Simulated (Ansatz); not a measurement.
## AlRu: single-point calculation (part 1 of 2)

AlRu (slab, 24 atoms in the cell), computed with DFT LDA, scalar-relativistic, plane waves, PAW, no spin polarisation (Ansatz 0.2.0).

The structure derives from an entry of the Crystallography Open Database. It belongs to a series of runs on one base structure; here: the slab alone at its places under the adsorbate. Figures and captions count atoms from 1; the log counts them from 0 in places.

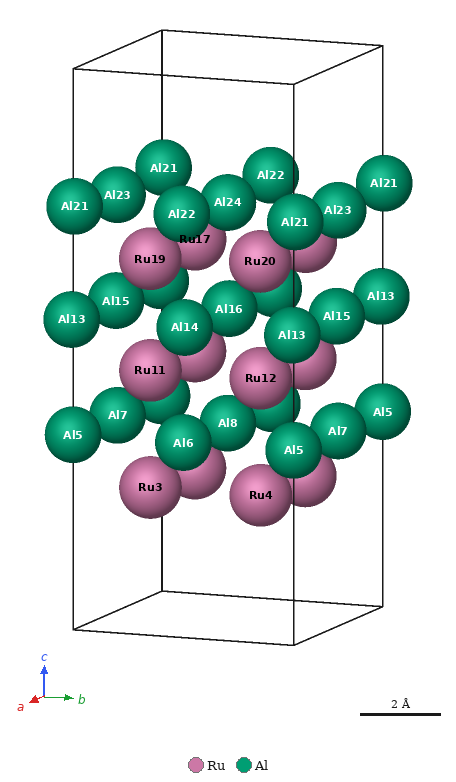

Figure 1. The input geometry (spheres-only view of the cell of the calculation, with the vacuum cut short, seen slightly off an axis; atoms are numbered from 1 in the order of the input). An atom can appear more than once, as a periodic image.

Input
```yaml
crystal:
  lattice:
    - [5.9832, 0.0, 0.0]
    - [0.0, 5.9832, 0.0]
    - [0.0, 0.0, 29.3790001769]
  atoms:
    - { symbol: Ru, position: [0.25, 0.25, 0.3403791804] }
    - { symbol: Ru, position: [0.25, 0.75, 0.3403791804] }
    - { symbol: Ru, position: [0.75, 0.25, 0.3403791804] }
    - { symbol: Ru, position: [0.75, 0.75, 0.3403791804] }
    - { symbol: Al, position: [0.0, 0.0, 0.3912930976] }
    - { symbol: Al, position: [0.0, 0.5, 0.3912930976] }
    - { symbol: Al, position: [0.5, 0.0, 0.3912930976] }
    - { symbol: Al, position: [0.5, 0.5, 0.3912930976] }
    - { symbol: Ru, position: [0.25, 0.25, 0.4422070149] }
    - { symbol: Ru, position: [0.25, 0.75, 0.4422070149] }
    - { symbol: Ru, position: [0.75, 0.25, 0.4422070149] }
    - { symbol: Ru, position: [0.75, 0.75, 0.4422070149] }
    - { symbol: Al, position: [0.0, -0.0059762196, 0.4913990815] }
    - { symbol: Al, position: [0.0, 0.5059762196, 0.4913990815] }
    - { symbol: Al, position: [0.5, -0.0067072946, 0.4910191053] }
    - { symbol: Al, position: [0.5, 0.5067072946, 0.4910191053] }
    - { symbol: Ru, position: [0.2484763165, 0.25, 0.5393957168] }
    - { symbol: Ru, position: [0.2444953955, 0.75, 0.5439354061] }
    - { symbol: Ru, position: [0.7515236835, 0.25, 0.5393957168] }
    - { symbol: Ru, position: [0.7555046045, 0.75, 0.5439354061] }
    - { symbol: Al, position: [0.0, 0.0070987359, 0.5899704414] }
    - { symbol: Al, position: [0.0, 0.4929012641, 0.5899704414] }
    - { symbol: Al, position: [0.5, -0.0001360795, 0.5831823308] }
    - { symbol: Al, position: [0.5, 0.5001360795, 0.5831823308] }
basis:
  ecutwfc: 420.0
  fft_grid_basis: typed
kpoints:
  mp_grid: { grid: [5, 5, 1] }
hamiltonian:
  xc: lda
  pseudopotentials: { kind: paw }
scf:
  occupations: { method: gaussian, width: 0.1 }
output:
  forces: true
  eigenvalues: true
  write_density: true
  volumetric_format: npy
efield:
  axis: 3
  dipole_correction: true
  ramp_width: 0.04
```

Machine: 4 threads of Arm Neoverse N1, 98 GiB of memory available, shared host.

Run as:
```bash
ansatz run input.yaml --threads 4 --pin off --max-ram 8847MiB --backend cpu --events-out ev --progress --plain --runs-dir out
```

Log
```
Engine: ansatz 0.2.0, aarch64-unknown-linux-gnu
Pseudopotentials: kind: paw
Pseudopotential: Ru, paw, valence charge 16, recommended cutoff 420 eV (normal), Ru.paw.azcp
Pseudopotential: Al, paw, valence charge 3, recommended cutoff 420 eV (normal), Al.paw.azcp
Functional definition: SPW92
  exchange = slater_x
  correlation = pw_c
Crystal: 24 atoms, lattice volume = 1051.729 Å³
Basis set: ecut = 420 eV, 20387 PW (Γ)
Bands: 138, of which v1, the nominal top of the filled ones, is band 114 counted from 1 (113 counted from 0)
Symmetry: 4 space group operations
Space group: Pmm2 (ITA 25), of the structure as read, at distance tolerance 1.0e-4 Å
k-points: 9 of 25
Non-local potential: Ru, projectors of the file, l = 0: 3, l = 1: 2, l = 2: 2, l = 3: 1
Non-local potential: Al, projectors of the file, l = 0: 2, l = 1: 2, l = 2: 1
PAW form: soft (Blöchl's): semilocal exchange-correlation on the pseudo side does not see the compensation charge
PAW frozen core: Ru, regenerated for the run's functional, and the local potential with it (the file was generated under x = pbe(κ = 0.804, μ = 0.2195149727645171), c = pbe(β = 0.06672455060314922))
PAW frozen core: Al, regenerated for the run's functional, and the local potential with it (the file was generated under x = pbe(κ = 0.804, μ = 0.2195149727645171), c = pbe(β = 0.06672455060314922))
PAW one-centre angular grid: Ru, 590 points (default); XC on 64 Gauss nodes
PAW one-centre angular grid: Al, 110 points (default); XC on 64 Gauss nodes
Initial density: superposition of atomic densities (neutral atoms: chi_scale 0, normalization atom), corrected by the library's trained network
Initial wavefunctions: pseudopotential atomic-orbital guess
Functional: x = slater, c = lda
SCF iter   1: F=—  HF=-75255.276739 eV  |F-HF|=—  |Δ(HF+E_count)|=         —  Δρ=7.76e-3  dr2=2.37e0  ethr=1.77e-3  p=0.196 e·Å  D=3.36e-2 V/Å  ΔV_dip=-0.99 eV  dr2_dipole=3.09e-1  V_vac-E_F(+/−)=3.52/4.51 eV  ⟨swp⟩=9.7  Hψ=6159  notcnv=0  defer=5
efield: sawtooth ramp at fractional position 0.9452 (placed from the atoms, in the widest stretch of the axis that holds none; the zero of the levels goes with the place), width 0.0400; the density the first Hamiltonian is built on has a dipole p = 0.196 e·Å; the dipole correction subtracts the counter field D = 3.36e-2 V/Å, which shifts the + side's vacuum level by -0.99 eV against the − side's; the planar-averaged density in the ramp window peaks in size at 2.5e-6 e/Å³
preconditioner: auto → LDOS  [metal: Δε(μ)=0.009 eV  Ē_g=4.801 eV  σ=0.100 eV  W_gap=0.05  n_scr=158 (ndim 8)  ℏωp=13.2 eV  f_vac=0.621  D(μ)=23.87/eV (n_scr^D=138)  β→1.0]
SCF iter   2: F=—  HF=-75255.172657 eV  |F-HF|=—  |Δ(HF+E_count)|=   1.04e-1  Δρ=3.45e-3  dr2=2.14e-1  ethr=1.04e-3  p=0.286 e·Å  D=4.92e-2 V/Å  ΔV_dip=-1.44 eV  dr2_dipole=4.25e-2  V_vac-E_F(+/−)=3.32/4.76 eV  ⟨swp⟩=2.0  Hψ=1869  notcnv=0  defer=115
SCF iter   3: F=—  HF=-75255.166923 eV  |F-HF|=—  |Δ(HF+E_count)|=   5.73e-3  Δρ=2.27e-3  dr2=1.06e-1  ethr=9.37e-5  p=0.253 e·Å  D=4.36e-2 V/Å  ΔV_dip=-1.28 eV  dr2_dipole=2.82e-3  V_vac-E_F(+/−)=3.34/4.62 eV  ⟨swp⟩=2.1  Hψ=1942  notcnv=0  defer=115
SCF iter   4: F=—  HF=-75255.149962 eV  |F-HF|=—  |Δ(HF+E_count)|=   1.70e-2  Δρ=3.34e-4  dr2=2.16e-3  ethr=4.67e-5  p=0.272 e·Å  D=4.68e-2 V/Å  ΔV_dip=-1.37 eV  dr2_dipole=1.03e-5  V_vac-E_F(+/−)=3.33/4.70 eV  ⟨swp⟩=2.7  Hψ=1899  notcnv=0  defer=115
SCF iter   5: F=—  HF=-75255.149872 eV  |F-HF|=—  |Δ(HF+E_count)|=   8.99e-5  Δρ=1.36e-4  dr2=5.55e-4  ethr=9.46e-7  p=0.271 e·Å  D=4.67e-2 V/Å  ΔV_dip=-1.37 eV  dr2_dipole=1.10e-5  V_vac-E_F(+/−)=3.33/4.70 eV  ⟨swp⟩=2.9  Hψ=2329  notcnv=0  defer=115
SCF iter   6: F=—  HF=-75255.150045 eV  |F-HF|=—  |Δ(HF+E_count)|=   1.73e-4  Δρ=6.80e-5  dr2=1.75e-4  ethr=2.44e-7  p=0.272 e·Å  D=4.67e-2 V/Å  ΔV_dip=-1.37 eV  dr2_dipole=2.41e-6  V_vac-E_F(+/−)=3.33/4.70 eV  ⟨swp⟩=2.1  Hψ=1602  notcnv=0  defer=115
SCF iter   7: F=—  HF=-75255.150090 eV  |F-HF|=—  |Δ(HF+E_count)|=   4.47e-5  Δρ=2.82e-5  dr2=2.37e-5  ethr=7.66e-8  p=0.272 e·Å  D=4.68e-2 V/Å  ΔV_dip=-1.38 eV  dr2_dipole=3.74e-7  V_vac-E_F(+/−)=3.33/4.70 eV  ⟨swp⟩=2.2  Hψ=1580  notcnv=0  defer=115
SCF iter   8: F=—  HF=-75255.149080 eV  |F-HF|=—  |Δ(HF+E_count)|=   1.01e-3  Δρ=1.25e-5  dr2=4.01e-6  ethr=1.04e-8  p=0.272 e·Å  D=4.68e-2 V/Å  ΔV_dip=-1.38 eV  dr2_dipole=4.78e-8  V_vac-E_F(+/−)=3.33/4.70 eV  ⟨swp⟩=2.2  Hψ=1696  notcnv=0  defer=81
SCF iter   9: F=—  HF=-75255.149086 eV  |F-HF|=—  |Δ(HF+E_count)|=   5.24e-6  Δρ=5.09e-6  dr2=5.43e-7  ethr=1.76e-9  p=0.272 e·Å  D=4.68e-2 V/Å  ΔV_dip=-1.38 eV  dr2_dipole=2.38e-9  V_vac-E_F(+/−)=3.33/4.70 eV  ⟨swp⟩=2.0  Hψ=1525  notcnv=0  defer=81
SCF iter  10: F=-75255.149088 eV  HF=-75255.149087 eV  |F-HF|=2.85e-7  |Δ(HF+E_count)|=   1.68e-6  Δρ=2.10e-6  dr2=8.93e-8  ethr=4.39e-11  p=0.272 e·Å  D=4.68e-2 V/Å  ΔV_dip=-1.38 eV  dr2_dipole=3.50e-11  V_vac-E_F(+/−)=3.33/4.70 eV  ⟨swp⟩=19.3  Hψ=6337  notcnv=0
SCF 1 converged in 10 iterations: F = -75255.149088 eV  dr2 = 8.93e-8
  greatest PAW one-centre occupation: 1.000 electrons in one spin orbital (limit 2), on the Ru atom at site 0 (counted from 0), in its partial waves of l = 0
```

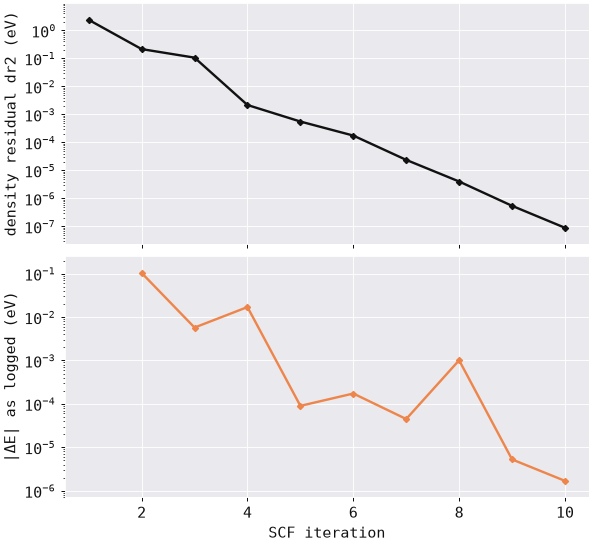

Figure 2. Convergence of the self-consistent field: density residual dr2 and size of the energy change against the SCF iteration. The residual falls at every step.

```
SCF converged after 10 iterations
Free energy (F): -75255.149088 eV
Harris-Foulkes:  -75255.149087 eV  (|F-HF|=2.85e-7)
Internal energy: -75255.032232 eV  (E = F + TS)
E sigma→0 (E₀):  -75255.090660 eV
Entropy (-TS):   -0.116856 eV (-4.869 meV/atom)
Fermi energy:    2.179691 eV
Dipole field:    D = 0.046815 V/Å  (p = 0.272100 e·Å, saw-weighted, corrected)
Work function:   Φ+ = 3.3288 eV   Φ− = 4.7042 eV
Levels:          The Fermi level and band energies are counted from a zero that moves with the ramp; work functions are not
--- Per-component energies (eV) ---
  E_band       = -4620.621185
  E_kinetic    = 6499.854586
  E_local      = -342551.235725  (includes V_loc(G=0)·N_el)
  E_nonlocal   = 4338.129695
  E_hartree    = 166538.694320
  E_xc         = -2749.245143
  E_vxc        = -3221.756641  (∫ρ·V_xc dr)
  E_paw        = -45431.718237  (= ΣΔE_a)
  E_vpaw       = -2768.026722  (= ΣTr[D̂ρ^β])
  E_aug_tail   = -0.002722  (compensation charges beyond the density's cutoff)
  E_efield     = 0.006369  (sawtooth field / dipole correction)
  E_vefield    = 5.072501  (∫n·V_field dr)
  E_ewald      = 138092.955808
  E_core_change = 7.528818  (= ΣΔE_core)
  E_smearing   = -0.116856  (= −TS)
  E_closure    = 0.000000  (closes the sum)
  Σ components = -75255.149088   (vs F -75255.149088, Δ=0.00e0)
--- Forces (eV/Å), atoms counted from 1 ---
  atom   1  Ru    -0.00344431     0.00000000     1.17832071
  atom   2  Ru    -0.00089209     0.00000000     1.18994089
  atom   3  Ru     0.00344431     0.00000000     1.17832071
  atom   4  Ru     0.00089209     0.00000000     1.18994089
  atom   5  Al    -0.00000000     0.02576655    -0.44326995
  atom   6  Al    -0.00000000    -0.02576655    -0.44326995
  atom   7  Al    -0.00000000     0.02390883    -0.43884002
  atom   8  Al    -0.00000000    -0.02390883    -0.43884002
  atom   9  Ru    -0.01407879     0.00000000    -0.63275197
  atom  10  Ru    -0.03390293     0.00000000    -0.78452755
  atom  11  Ru     0.01407879     0.00000000    -0.63275197
  atom  12  Ru     0.03390293     0.00000000    -0.78452755
  atom  13  Al    -0.00000000     0.08929167    -0.12812644
  atom  14  Al    -0.00000000    -0.08929167    -0.12812644
  atom  15  Al    -0.00000000     0.05841912    -0.11414764
  atom  16  Al    -0.00000000    -0.05841912    -0.11414764
  atom  17  Ru    -0.10350150     0.00000000     1.13976701
  atom  18  Ru     0.01724350     0.00000000     0.39696258
  atom  19  Ru     0.10350150     0.00000000     1.13976701
  atom  20  Ru    -0.01724350     0.00000000     0.39696258
  atom  21  Al    -0.00000000    -0.02482081    -1.25213863
  atom  22  Al    -0.00000000     0.02482081    -1.25213863
  atom  23  Al    -0.00000000     0.19739623    -0.11020513
  atom  24  Al    -0.00000000    -0.19739623    -0.11020513
  max |Σ_I F_I| component: 1.97e-3 eV/Å
--- Band table (eV; the first three rows and the last of 9) ---
```
